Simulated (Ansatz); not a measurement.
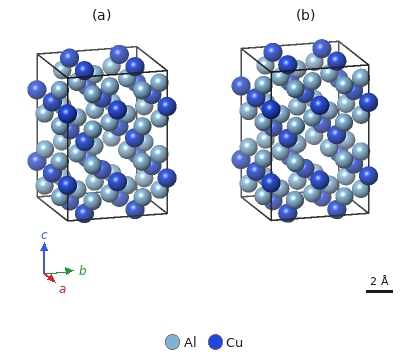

The structure of crystalline Al15Cu8 (a generated structure, set up in P1) (coarse preliminary run) before (left) and after (right) a relaxation, at one scale.

The picture is a spheres-only view of the larger cell on standard axes (2 times the calculation's cell), seen slightly off an axis.

Case: 1 of 16 Al atoms taken out at random.

Computed with DFT r2SCAN, scalar-relativistic, plane waves, PAW in Ansatz. Set-up: plane-wave cutoff 500 eV; k-point mesh 2 × 2 × 2; occupations gaussian; smearing width 0.1 eV; mesh shifted by (0.5, 0.5, 0.5); no spin polarisation; cell and atoms relaxed; force threshold 0.04 eV/Å; at most 50 steps.

> What changed between the two?

An Al atom moves most relative to the cell: 0.10 Å roughly along +c. Largest moves by element: Al 0.10 Å, Cu 0.04 Å. The drawn cell changes as follows: a 8.109 → 7.946 Å (−2.0 %), b 8.109 → 7.948 Å (−2.0 %), c 11.468 → 11.905 Å (+3.8 %); the volume changes by −0.3 %. Near-neighbour distances that change, for instance: Al–Al 2.853 → 2.997 Å, Al–Al 2.832 → 2.975 Å, Al–Al 2.859 → 2.976 Å, Al–Al 2.878 → 2.771 Å. The space group (tolerance 0.01 Å) goes from P1 (No. 1) to I-4m2 (No. 119). The energy falls by 9.3 meV per atom in 3 accepted moves (5 points after the start). The largest force component goes from 0.43 to 0.03 eV/Å. The pressure goes from −0.58 to −0.01 GPa. The line search rejected the trial step at point 2 of the run. The SCF was repeated once at an unchanged geometry on a basis and grid sized afresh for the cell, which shifted the energy by less than 0.05 meV per atom at most.

Limits of the set-up: the k-point mesh is coarse for a cell with partly filled bands.
